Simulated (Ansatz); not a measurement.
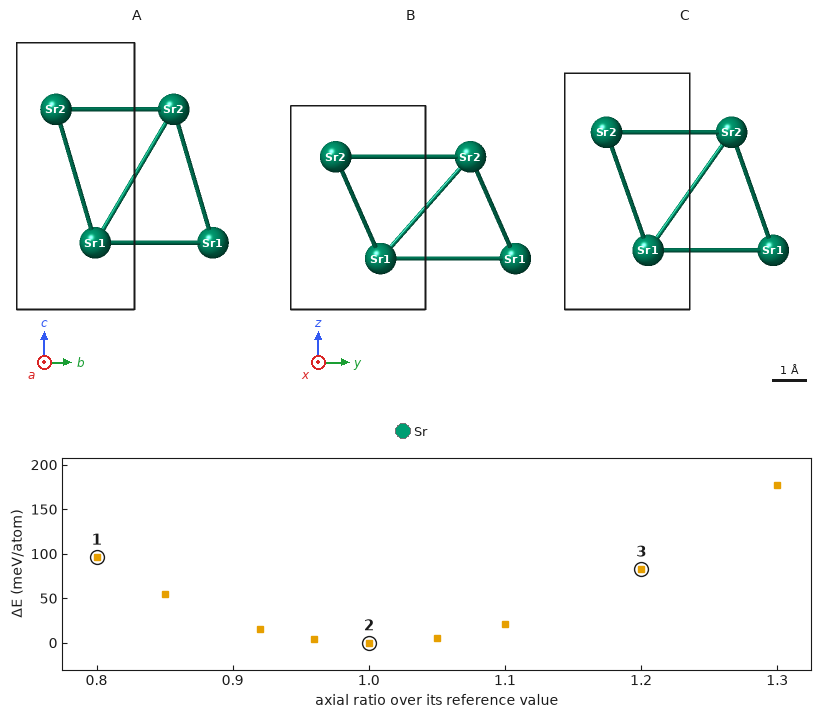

A scan of crystalline Sr (P6_3/mmc): the ratio of the cell's length along z to its lengths across, counted as 1 for the reference, is changed at fixed volume (a c/a path), with the atoms kept at their fractional coordinates. x, y and z are the Cartesian axes of the input. The frames are shuffled; the numbered points of the plot belong to them. The picture is a ball-and-stick view of the cell of the calculation, repeated 1 × 2 × 1 with one cell outlined, seen along the a axis.

Theory: DFT PBEsol, scalar-relativistic, plane waves, PAW (Ansatz 0.2.0). Settings: plane-wave cutoff 420 eV; k-point mesh 12 × 12 × 8; occupations gaussian; smearing width 0.15 eV; no spin polarisation. Energies (free energies at the smearing named) are counted from the cell as listed in its source, which wasn't relaxed.

> Match the frames to the points.

Point 1 is frame B (the relative ratio 0.80, 96.2 meV/atom); 2 is frame C (the relative ratio 1.00, 0.0 meV/atom); 3 is frame A (the relative ratio 1.20, 82.7 meV/atom). Of the computed points the lowest is at the relative ratio 1.00, 0.0 meV/atom. The end points stand at 96.2 meV/atom (0.80) and 177.7 meV/atom (1.30). The unrelaxed reference is under a pressure of −0.9 GPa. The distortion keeps the space group P6_3/mmc. At the relative ratio 1.30 the cell of the drawing goes a 4.310 → 3.949 Å, b 4.310 → 3.949 Å, c 7.050 → 8.398 Å.
